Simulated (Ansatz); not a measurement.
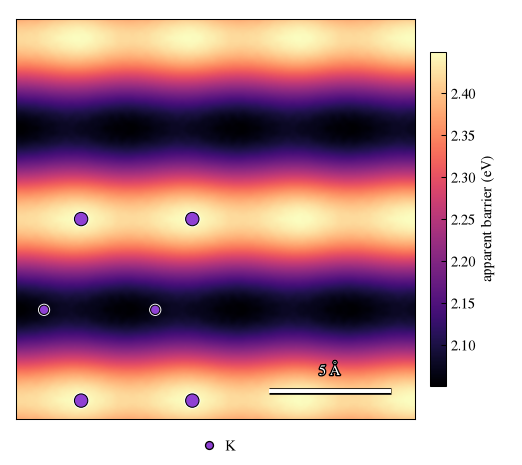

Map of the apparent barrier height, 0.952 eV Å² × (d ln I/dz)², 4.2 Å above K(211) (Im-3m bulk, 6 atomic planes (those closer than 0.6 Å count as one), 11 Å) at −0.25 V; lighter colours are higher.

Model: Tersoff–Hamann, s-wave tip, no tip–sample forces. Bias windows are sharp sums over the levels of the k mesh.

All numbers here come from DFT PBE, scalar-relativistic, plane waves, PAW in Ansatz 0.2.0. Cutoff 420 eV, 16 × 10 k-points, Gaussian smearing 0.1 eV, dipole correction. The slab is a cut without reconstruction beyond its cell, at the source's lattice constants, with its lower half held fixed and the rest relaxed. No spin polarisation. The run warns that the functional's potential is rough in the thin density of the vacuum, where the tip is; weak contrasts and barriers may feel it.

**Where is the apparent barrier highest and lowest, and over what range?**

It is highest, 2.4 eV, over the top K atoms, and lowest, 2.1 eV, over points just beside the sites above the K atoms 2.1 Å below the top plane. The vacuum level lies 2.20 eV above zero bias.
